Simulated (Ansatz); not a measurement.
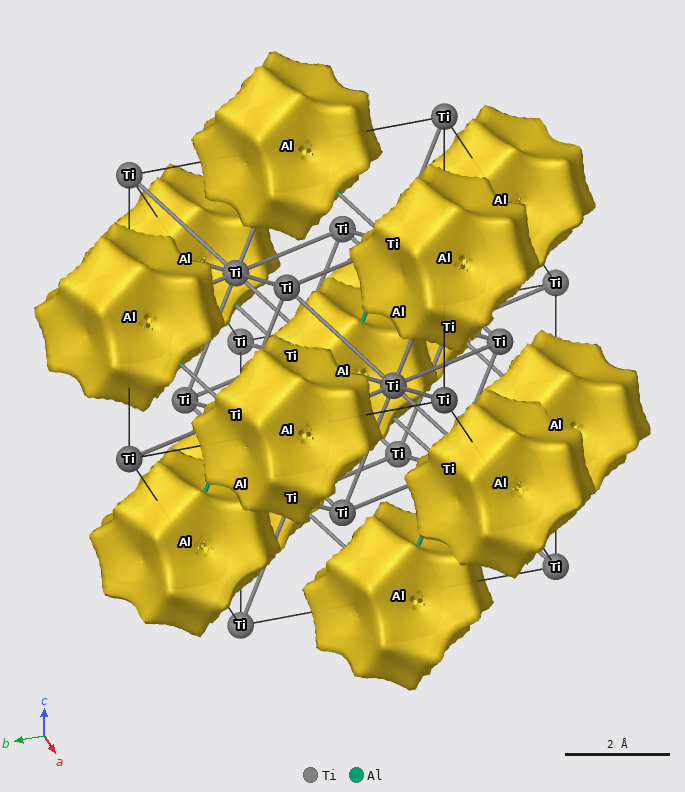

The picture shows: Ti3Al. Isosurface of the ELF at 0.55 (yellow), seen at an oblique angle. Core shells and regions of very low density are left out. Sticks mark near contacts.

Space group Fm-3m; a structure from a database of computed crystals, not necessarily the ambient phase; spin-polarised.

Computed with Ansatz 0.2.0, DFT PBE, scalar-relativistic, plane waves, PAW.

> What do the ELF domains correspond to?

The surface consists of four regions wrapped around Al (the valence shell of each), counted in one cell of 16 atoms. Any copies at cell faces, edges or corners count once.

Values along the shortest contacts:
Ti–Ti (2.80 Å): the ELF is about 0.25 at the midpoint; no shared electron pair shows on this line. Ti–Al (2.80 Å): the ELF is about 0.30 at the midpoint.

> Which magnetic arrangement did the calculation end in?

Parallel moments, as they must be, since the calculation's own cell holds one magnetic site; site moments Ti: +1.0 μB (×4) in one cell of 16 atoms.
